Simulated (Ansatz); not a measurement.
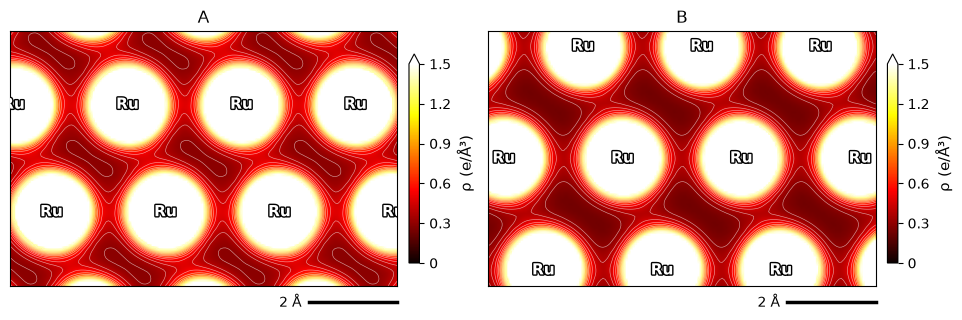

Ru. The valence electron density of two cells that differ in size, on the (001) plane of each (indices in the axes of the calculation cell), at one length scale and on one colour scale; one has 13.1 and the other 14.8 Å³ an atom.

The calculation used Ansatz, DFT, PBE, plane waves (420 eV) with PAW, scalar-relativistic.

The larger cell:

```yaml
crystal:
  lattice:
    - [-1.54751, 1.54751, 1.54751]
    - [1.54751, -1.54751, 1.54751]
    - [1.54751, 1.54751, -1.54751]
  atoms:
    - { symbol: Ru, position: [0.00000, 0.00000, 0.00000] }
```

The smaller cell: a = 2.573 Å, b = 2.573 Å, c = 2.573 Å, α = 109.47°, β = 109.47°, γ = 109.47°.

### Which is the denser cell? Describe the effect of the change.

Panel A is the smaller cell, by 12 % in volume. From the larger cell to the smaller, Ru–Ru goes from 2.68 to 2.57 Å, and the density at its midpoint from 0.39 to 0.48 e/Å³; the pressure goes from −10 to 28 GPa.
